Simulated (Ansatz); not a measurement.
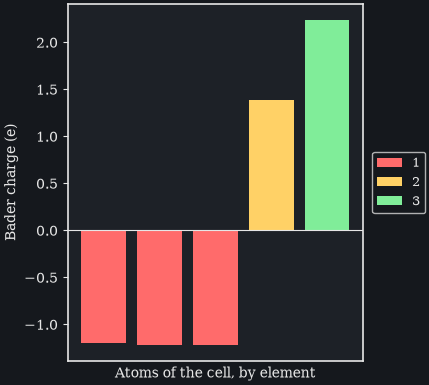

Bader charges of the atoms (positive: electrons lost).

The material is TiPbO$_{3}$, space group P4mm, 5 atoms in the cell, a database entry, rescaled.

Ansatz 0.2.0; DFT with PBE, PAW plane waves, no spin polarisation, 7×7×6 k mesh, 420 eV cutoff, Fermi-Dirac smearing of 0.1 eV.

Question: Which number is which element?

Answer: 1 is O; 2 is Pb; 3 is Ti. The Bader charges are Ti +2.24 e, Pb +1.39 e and O −1.21 e.

The atoms aren't at rest in this cell (largest force 0.4 eV/Å), so the relaxed material can differ. Spin-orbit coupling is left out, which matters for Pb.
